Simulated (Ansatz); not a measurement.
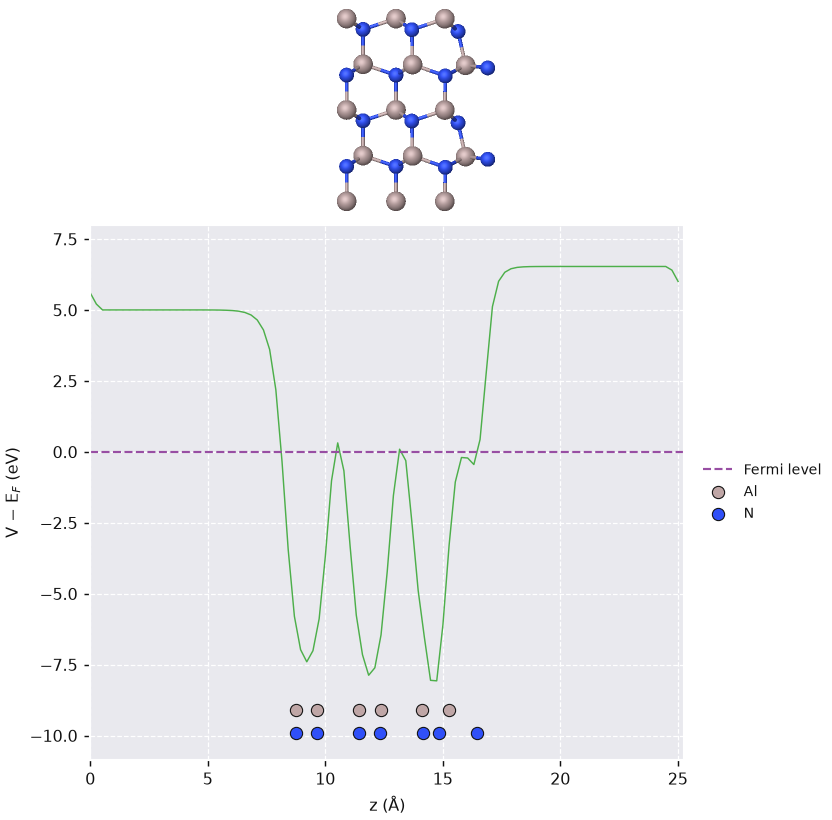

Plane-averaged electrostatic potential energy of an electron across the slab; circles at the bottom mark the heights of the atoms (positions after relaxation). The structure is drawn too.

The Ansatz input:

```
crystal:
  lattice:
    - [3.106665338, 0.0, 0.0]
    - [0.0, 4.9784048454, 0.0]
    - [0.0, 0.0, 25.277719242]
  atoms:
    - { symbol: Al, position: [0.0, 0.9983070976, 0.3362645149] }
    - { symbol: "N", position: [0.0, 0.6166929024, 0.3362645149] }
    - { symbol: Al, position: [0.5, 0.4983070976, 0.3717430732] }
    - { symbol: "N", position: [0.5, 0.1166929024, 0.3717430732] }
    - { symbol: Al, position: [0.5, 0.9983070976, 0.4427001897] }
    - { symbol: "N", position: [0.5, 0.6166929024, 0.4427001897] }
    - { symbol: Al, position: [0.0, 0.496350498, 0.4760801698] }
    - { symbol: "N", position: [0.0, 0.1166534316, 0.4769050741] }
    - { symbol: Al, position: [0.0, 1.0037512039, 0.5515439179] }
    - { symbol: "N", position: [0.0, 0.6223036404, 0.5490497373] }
    - { symbol: Al, position: [0.5, 0.4730790295, 0.5738905408] }
    - { symbol: "N", position: [0.5, 0.1216986232, 0.5815206633] }
    - { symbol: "N", position: [0.8333333333, 0.3663779579, 0.6345317751], spin: 3.0 }
basis:
  ecutwfc: 500
kpoints:
  mp_grid: { grid: [9, 6, 1] }
hamiltonian:
  xc: r2scan
scf:
  occupations: { method: gaussian, width: 0.05 }
output:
  forces: true
  eigenvalues: true
  populations: true
magnetization:
  spin_polarized: true
relax:
  adjacent_minimum: "off"
  f_tol: 0.03
  max_steps: 70
  constraints: [{ sites: [0, 1, 2, 3, 4, 5] }]
efield:
  axis: 3
  dipole_correction: true
  ramp_width: 0.04
```

Launched with:
```bash
ansatz run input.yaml --threads 2 --pin off --max-ram 5120MiB --backend cpu --events-out ev --progress --plain --runs-dir out
```

### Read off the work function of each face.

The work function is 6.54 eV at the right face and 5.00 eV at the left.

### How thick are slab and vacuum?

The outermost atoms are 7.7 Å apart, which leaves 17.6 Å of vacuum in a cell 25.3 Å high.

The run may have settled in a state above the lowest, so this need not be the ground state.
